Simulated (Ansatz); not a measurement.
# CaO: what the fields show

The calculation's input:

```
crystal:
  lattice:
    - [0.0, 2.6067317416, 2.6588663764]
    - [2.6067317416, 0.0, 2.6588663764]
    - [2.6067317416, 2.6067317416, 0.0]
  atoms:
    - { symbol: Ca, position: [0.0, 0.0, 0.0] }
    - { symbol: O, position: [0.25, 0.25, 0.25] }
kpoints:
  mp_grid: { grid: [8, 8, 8] }
  band_path:
    path:
      - [0.0, 0.0, 0.0]
      - [-0.5, -0.5, 0.0]
      - [-0.375, -0.375, 0.25]
      - [-0.375, 0.0, 0.375]
      - [0.0, 0.0, 0.5]
      - [-0.5, -0.25, 0.25]
    npoints: 1
hamiltonian:
  xc: pbe
scf:
  occupations: { method: fermi_dirac, width: 0.02 }
  n_extra_bands: 4
output:
  forces: true
  stress: true
  eigenvalues: true
  write_density: true
  write_potential: true
  elf: true
  volumetric_format: npy
```

Run with:

```sh
ansatz run input.yaml --threads 4 --pin off --max-ram 4608MiB --backend cpu --events-out ev --progress --plain --runs-dir out
```

Below, planes, directions and counts refer to the conventional cell (a = 3.69 Å, b = 3.69 Å, c = 5.32 Å, α = 90.00°, β = 90.00°, γ = 90.00°).

Space group I-4m2; started from the zincblende prototype, which need not be the ambient phase; changed on purpose from its base cell (uniaxial z strain +2.0%).

The calculation used Ansatz 0.2.0, DFT, PBE, plane waves, PAW.

Core electrons are frozen (PAW), and the valence fields are smoothed inside the atomic spheres.

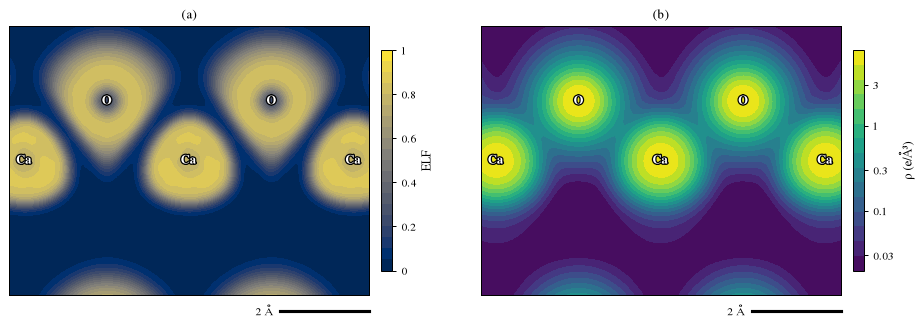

Figure 1. (a) ELF; (b) valence pseudo-density on the (010) plane of the conventional cell.

### What do the fields say about this system?

The plane passes through Ca and O nuclei. Ca–O (2.27 Å): the density is about 0.34 e/Å³ at the midpoint; the ELF peaks at about 0.85 in the valence shell of O, 0.6 Å from its nucleus, and drops to about 0.10 between the two atoms (a closed-shell, largely ionic contact). Between the atoms the lowest density in this plane is 0.01 e/Å³. The features right at Ca lie inside the PAW spheres, where the map follows smoothed inner orbitals and isn't to be read closely.

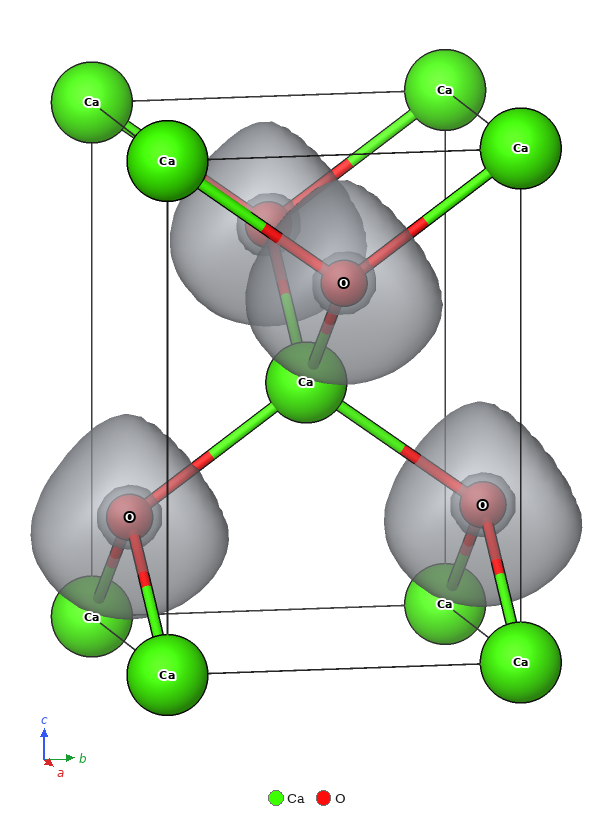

Figure 2. Isosurface of the electron localisation function at 0.65 (grey), seen slightly off an axis. Core shells and regions of very low density are left out. Sticks mark near contacts.

### Where are the electrons localised?

The surface consists of two regions wrapped around O (the valence shell of each), counted in one cell of 4 atoms. Any copies at cell faces, edges or corners count once.

### Does the calculation make it a metal, or give it a gap?

It is gapped, with a Kohn–Sham gap of 3.2 eV on the k-point mesh, an upper bound to the gap of this method.
